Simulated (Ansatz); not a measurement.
```xyz
7
Lattice="3.0041 0.0000 0.0000 0.0000 3.0041 0.0000 0.0000 0.0000 24.0123" Properties=species:S:1:pos:R:3 pbc="T T T"
Al    0.0000    0.0000    7.5000
Ru    1.5020    1.5020    9.0020
Al    0.0000    0.0000   10.5042
Ru    1.5020    1.5020   12.0061
Al    0.0000    0.0000   13.5081
Ru    1.5020    1.5020   15.0103
Al    0.0000    0.0000   16.5123
```

Not relaxed (largest force 1.5 eV/Å); computed without spin polarisation.

Computed with DFT PBE, scalar-relativistic, plane waves, PAW (Ansatz 0.2.0).

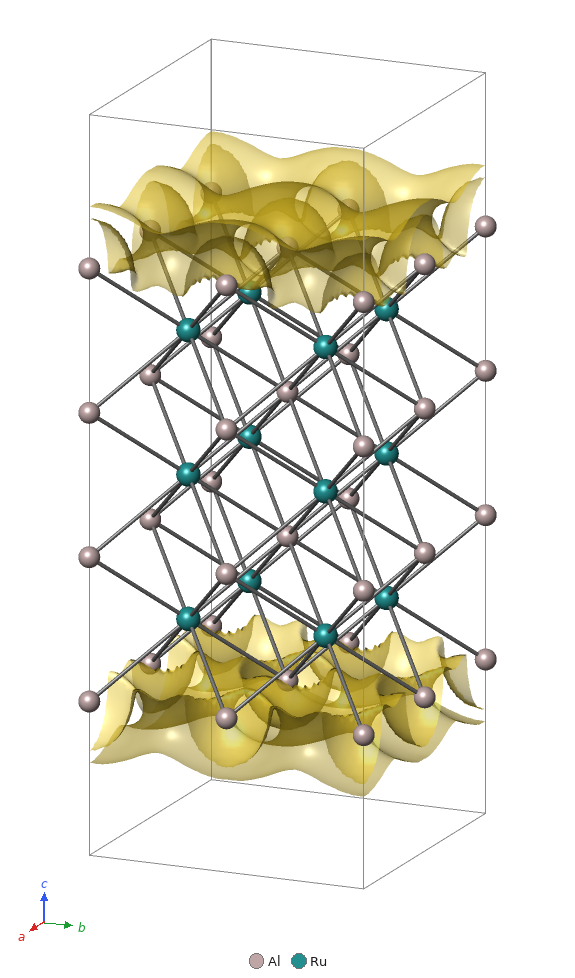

Al$_{4}$Ru$_{3}$ (slab). Isosurface of the ELF at 0.6 (yellow), seen slightly off an axis. Only the valence region is drawn (cores and ρ < 0.01 e/Å³ removed). Sticks mark near contacts.

Where are the electrons localised?

The ELF exceeds this value in sheets that run through the cell in two directions, counted in one cell of 7 atoms. Counts are for one cell; the picture repeats the cell along the surface. Profiles from the grid: Al–Ru (2.60 Å): the ELF is about 0.40 at the midpoint.
